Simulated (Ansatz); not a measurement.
## Single-point calculation, with input and output: Ir (part 2 of 2)

Ir (slab, 16 atoms in the cell); DFT PBE+D3(BJ), scalar-relativistic, plane waves, PAW, no spin polarisation (Ansatz 0.2.0); cutoff 420 eV, 4×4×1 k-mesh, Gaussian smearing of 0.1 eV. The structure derives from an entry of the Crystallography Open Database. It belongs to a series of runs on one base structure; here: the slab at its places in the relaxed adsorbed structure.

Geometry of the input (Å; fractional positions):
```
5.4313  0.0000  0.0000
0.0000  5.4313  0.0000
0.0000  0.0000  26.0139
Ir 0.2500  0.2500  0.3075
Ir 0.2500  0.7500  0.3075
Ir 0.7500  0.2500  0.3075
Ir 0.7500  0.7500  0.3075
Ir 0.5000  0.5000  0.3813
Ir 0.5000  0.0000  0.3813
Ir 0.0000  0.5000  0.3813
Ir 0.0000  0.0000  0.3813
Ir 0.7500  0.7500  0.4559
Ir 0.7500  0.2500  0.4560
Ir 0.2500  0.7500  0.4560
Ir 0.2500  0.2500  0.4560
Ir -0.0001  -0.0000  0.5270
Ir -0.0001  0.5001  0.5270
Ir 0.5001  -0.0001  0.5270
Ir 0.5001  0.5002  0.5270
```

What the program printed, continued:
```
  k-point 1: bands = ["-89.2960", "-89.2774", "-89.2703", "-89.2549", "-89.1724", "-89.1588", "-89.1529", "-89.1375", "-88.4350", "-88.4201", "-88.4138", "-88.3985", "-88.3665", "-88.3514", "-88.3451", "-88.3297", "-46.4589", "-46.4170", "-46.4152", "-46.3750", "-46.3715", "-46.3507", "-46.3381", "-46.2040", "-46.1391", "-46.1083", "-46.1058", "-46.0973", "-46.0802", "-46.0249", "-45.9999", "-45.9990", "-45.9945", "-45.9859", "-45.9650", "-45.9468", "-45.8840", "-45.8660", "-45.8183", "-45.8082",
      "-45.5096", "-45.5055", "-45.4659", "-45.4531", "-45.4476", "-45.4368", "-45.4006", "-45.3812", "-45.2093", "-45.1871", "-45.1862", "-45.1717", "-45.1661", "-45.1632", "-45.1464", "-45.1365", "-45.1294", "-45.1191", "-45.1091", "-45.1031", "-45.0968", "-45.0865", "-45.0727", "-45.0532", "-6.2128", "-4.3796", "-4.1586", "-3.7693", "-3.5087", "-3.4766", "-3.4435", "-3.3479", "-3.3225", "-2.9783", "-2.9318", "-2.9038", "-2.8046", "-2.6578", "-2.3041", "-2.1662",
      "-2.1025", "-1.9635", "-1.8494", "-1.7347", "-1.4350", "-1.3599", "-1.0740", "-1.0531", "-1.0367", "-0.7890", "-0.4451", "-0.3762", "-0.2927", "-0.2251", "-0.0362", "-0.0232", "0.0270", "0.1469", "0.2561", "0.2864", "0.3225", "0.3607", "0.3722", "0.4384", "0.5875", "0.6456", "0.6855", "0.7594", "0.7901", "1.4017", "1.4578", "1.5904", "1.6223", "1.7026", "1.7158", "1.9375", "2.1467", "2.3549", "2.3937", "2.4635",
      "2.4743", "2.4923", "2.5564", "2.6345", "2.6564", "2.7267", "3.0984", "3.3151", "3.3781", "3.4202", "3.5484", "3.6027", "3.6088", "3.6115", "3.6410", "3.9065", "3.9756", "4.0256", "4.2303", "4.2794", "4.3102", "4.3196", "4.3322", "4.3332", "4.4448", "4.6258", "4.9568", "4.9594", "4.9851", "5.0923", "5.2618", "6.4300", "6.4368", "6.6698", "6.7346", "7.2848", "7.3879", "7.4180", "7.8705", "8.9789",
      "8.9982", "9.0049", "9.3981", "9.4371"]
  k-point 2: bands = ["-89.2870", "-89.2864", "-89.2629", "-89.2623", "-89.1656", "-89.1656", "-89.1452", "-89.1452", "-88.4277", "-88.4274", "-88.4063", "-88.4060", "-88.3590", "-88.3588", "-88.3375", "-88.3373", "-46.4311", "-46.4301", "-46.3355", "-46.3353", "-46.3220", "-46.3213", "-46.2648", "-46.2646", "-46.1770", "-46.1767", "-46.0510", "-46.0508", "-46.0448", "-46.0445", "-46.0320", "-46.0319", "-45.9764", "-45.9762", "-45.9742", "-45.9733", "-45.9600", "-45.9599", "-45.8125", "-45.8124",
      "-45.5062", "-45.5058", "-45.4411", "-45.4409", "-45.3431", "-45.3412", "-45.3222", "-45.3203", "-45.2724", "-45.2724", "-45.2467", "-45.2466", "-45.1777", "-45.1775", "-45.1654", "-45.1651", "-45.1381", "-45.1377", "-45.1107", "-45.1105", "-45.0923", "-45.0920", "-45.0631", "-45.0628", "-5.1505", "-5.1490", "-3.8538", "-3.8537", "-2.9411", "-2.9400", "-2.8883", "-2.8863", "-2.8527", "-2.8501", "-2.6415", "-2.6404", "-2.6078", "-2.6078", "-2.5235", "-2.5234",
      "-1.9152", "-1.9132", "-1.5972", "-1.5962", "-1.4237", "-1.4232", "-0.9411", "-0.9368", "-0.8399", "-0.8395", "-0.7724", "-0.7719", "-0.4931", "-0.4917", "-0.1081", "-0.1080", "0.2754", "0.2778", "0.3039", "0.3062", "0.3277", "0.3288", "0.4698", "0.4717", "0.4848", "0.4872", "0.8137", "0.8142", "1.1111", "1.1139", "1.4069", "1.4094", "1.6239", "1.6330", "1.7214", "1.7215", "1.7571", "1.7584", "1.8053", "1.8065",
      "1.8085", "1.8089", "2.2682", "2.2698", "2.6922", "2.6927", "2.7034", "2.7042", "2.7101", "2.7114", "2.8709", "2.8719", "3.4092", "3.4115", "3.7661", "3.7675", "3.7839", "3.7839", "3.8094", "3.8105", "4.0283", "4.0295", "4.5946", "4.5953", "4.6322", "4.6332", "4.6746", "4.6754", "4.7686", "4.7689", "6.7909", "6.7935", "7.1260", "7.1275", "7.1828", "7.1833", "8.3006", "8.3010", "8.3739", "8.3768",
      "9.2075", "9.2089", "9.9108", "9.9110"]
  k-point 9: bands = ["-89.2752", "-89.2748", "-89.2746", "-89.2742", "-89.1554", "-89.1554", "-89.1554", "-89.1553", "-88.4172", "-88.4169", "-88.4168", "-88.4166", "-88.3483", "-88.3482", "-88.3482", "-88.3480", "-46.2785", "-46.2780", "-46.2778", "-46.2773", "-46.2217", "-46.2213", "-46.2212", "-46.2207", "-46.2170", "-46.2168", "-46.2167", "-46.2165", "-46.0476", "-46.0474", "-46.0474", "-46.0473", "-45.9998", "-45.9997", "-45.9997", "-45.9997", "-45.9270", "-45.9270", "-45.9269", "-45.9269",
      "-45.3318", "-45.3315", "-45.3315", "-45.3310", "-45.3301", "-45.3299", "-45.3298", "-45.3293", "-45.2595", "-45.2594", "-45.2594", "-45.2593", "-45.2585", "-45.2584", "-45.2584", "-45.2583", "-45.1692", "-45.1689", "-45.1689", "-45.1687", "-45.0998", "-45.0997", "-45.0996", "-45.0994", "-3.8208", "-3.8197", "-3.8195", "-3.8184", "-2.4579", "-2.4576", "-2.4575", "-2.4570", "-2.0636", "-2.0623", "-2.0619", "-2.0608", "-1.8216", "-1.8207", "-1.8204", "-1.8192",
      "-1.6791", "-1.6785", "-1.6784", "-1.6778", "-1.2568", "-1.2561", "-1.2555", "-1.2541", "-1.0136", "-1.0131", "-1.0130", "-1.0125", "-0.6831", "-0.6823", "-0.6820", "-0.6810", "-0.2628", "-0.2613", "-0.2607", "-0.2588", "0.0836", "0.0839", "0.0840", "0.0844", "1.1566", "1.1584", "1.1589", "1.1605", "1.3221", "1.3265", "1.3278", "1.3321", "1.4191", "1.4192", "1.4193", "1.4194", "1.8127", "1.8134", "1.8136", "1.8142",
      "1.9506", "1.9527", "1.9534", "1.9554", "1.9852", "1.9858", "1.9862", "1.9867", "2.2056", "2.2072", "2.2077", "2.2093", "2.4681", "2.4690", "2.4693", "2.4702", "3.3210", "3.3217", "3.3219", "3.3229", "3.3969", "3.3973", "3.3976", "3.3978", "4.4915", "4.4929", "4.4932", "4.4947", "4.6802", "4.6810", "4.6814", "4.6821", "6.3806", "6.3813", "6.3816", "6.3825", "8.5384", "8.5390", "8.5392", "8.5396",
      "10.5185", "10.5186", "10.5189", "10.5192"]
```

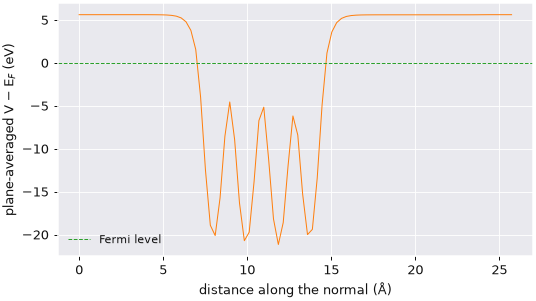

Fig. 1: Plane average of the electrostatic potential energy of an electron across the cell, from the Fermi level. The vacuum level lies 5.60 eV above the Fermi level.

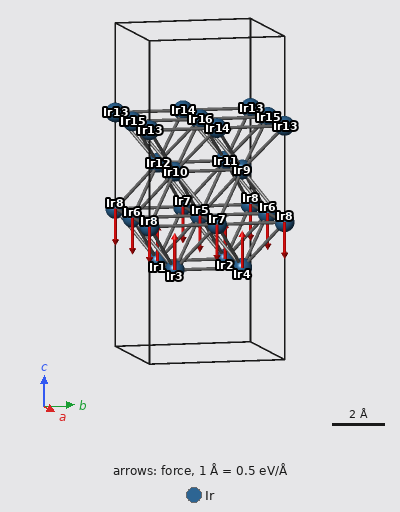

Fig. 2: Forces on the atoms as red arrows (ball-and-stick view of the cell of the calculation, with the vacuum cut short, seen slightly off an axis; atoms are numbered from 1 in the order of the input); the smallest are left out. The largest act on Ir1, Ir2, Ir3, Ir4, Ir5, Ir6 and 2 more (0.73 eV/Å). The geometry is not a stationary point of this energy.

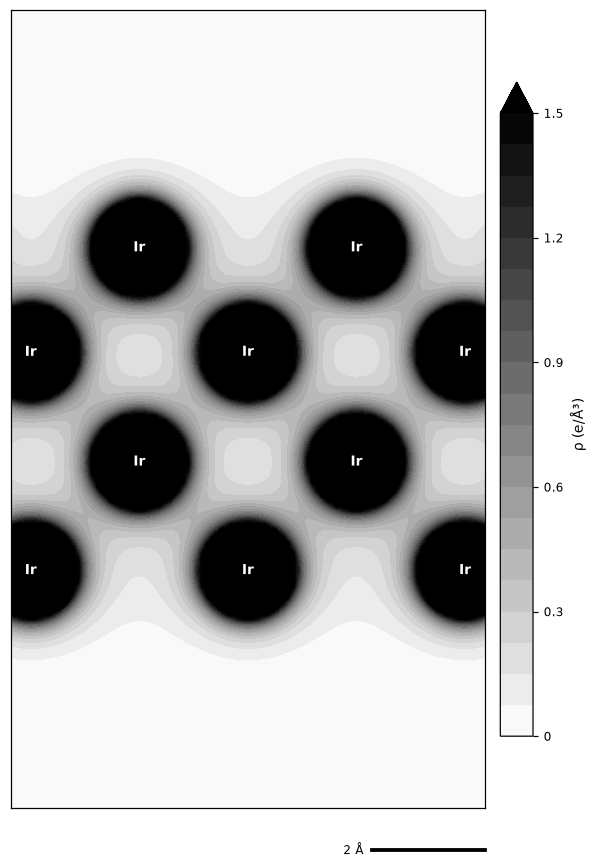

Fig. 3: Valence electron density on the (11̄0) plane of the calculation cell, a cut from vacuum to vacuum. The section cuts through Ir sites. Ir–Ir (2.67 Å): ρ at the midpoint is about 0.49 e/Å³. Ir–Ir (2.72 Å): ρ at the midpoint is about 0.45 e/Å³. The density dies away to nearly zero in the vacuum. In a PAW calculation such maps are meaningful between the atoms, not at the nuclei.

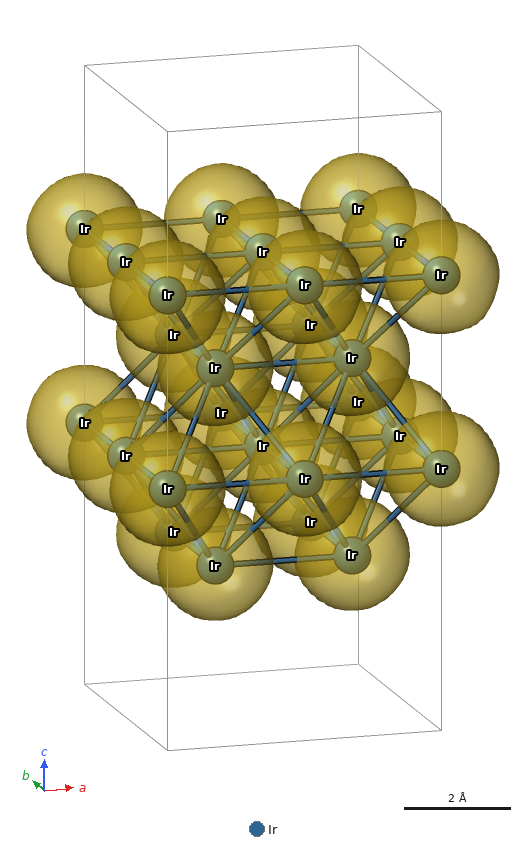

Fig. 4: Isosurface of the valence electron density at 0.6 e/Å³ (yellow), seen slightly off an axis. Sticks mark near contacts. At this value the density breaks into separate islands; it holds about 80 % of the electrons treated as valence (semicore included). It is pinched off along the Ir–Ir (2.66 Å) and Ir–Ir (2.71 Å) contacts. On the grid the lowest density along these lines, outside the cores, is 0.49 e/Å³ (Ir–Ir, 2.66 Å) and 0.44 e/Å³ (Ir–Ir, 2.71 Å).

Summary:

```tsv
quantity	value
outcome	converged
electrons treated	272
free energy	−190962.0821 eV
work function, top face	5.60 eV
work function, bottom face	5.62 eV
Fermi energy	3.621 eV
gap on the k-point mesh	none (metallic)
work function (upper face)	5.60 eV
largest force (length of the vector)	0.730 eV/Å
hardware	4 threads of Intel Xeon (Sapphire Rapids), 32 GiB of memory available, shared host
wall time	24 s (CPU time 96 s)
peak memory	2.8 GiB
```

Spin–orbit coupling is left out, which matters for Ir.
